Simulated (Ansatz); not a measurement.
Input structure:

```yaml
crystal:
  lattice:
    - [5.36989, 0.00000, 0.00000]
    - [0.00000, 5.36989, 0.00000]
    - [0.00000, 0.00000, 3.27124]
  atoms:
    - { symbol: Zr, position: [0.29572, 0.29572, 0.00000] }
    - { symbol: Zr, position: [0.70428, 0.70428, 0.00000] }
    - { symbol: Zr, position: [0.79572, 0.20428, 0.50000] }
    - { symbol: Zr, position: [0.20428, 0.79572, 0.50000] }
    - { symbol: N, position: [0.00000, 0.00000, 0.00000] }
    - { symbol: N, position: [0.50000, 0.50000, 0.50000] }
```

Question: Give a crystallographic description of this input.

Answer: Its composition is Zr₂N. The structure has P4_2/mnm (No. 136) symmetry and a primitive tetragonal lattice. Atoms per cell: 6 (4 Zr, 2 N). By contacts within bonding range, the coordination numbers are Zr 14 and N 6.

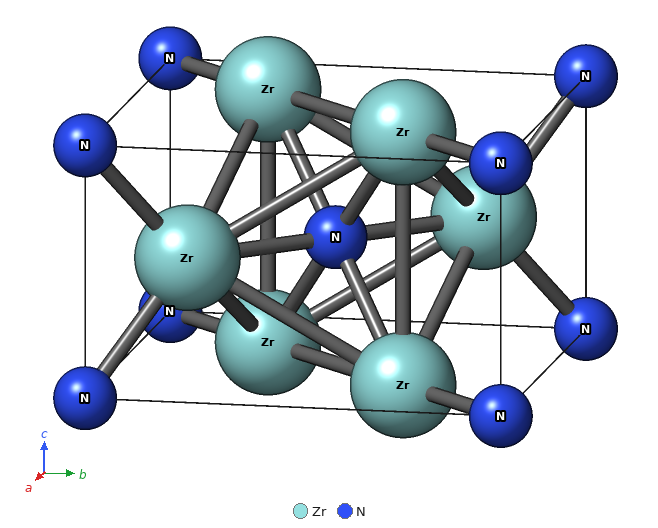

The crystal in a ball-and-stick representation, seen slightly off an axis. The conventional unit cell is outlined; an atom on or near a face, edge or corner is repeated at each equivalent position. Colours: zirconium light teal, nitrogen blue.

Its origin is a structure listed in the Materials Project. A relaxation with DFT PBEsol, scalar-relativistic, plane waves, PAW in Ansatz 0.2.0 gave the geometry drawn.
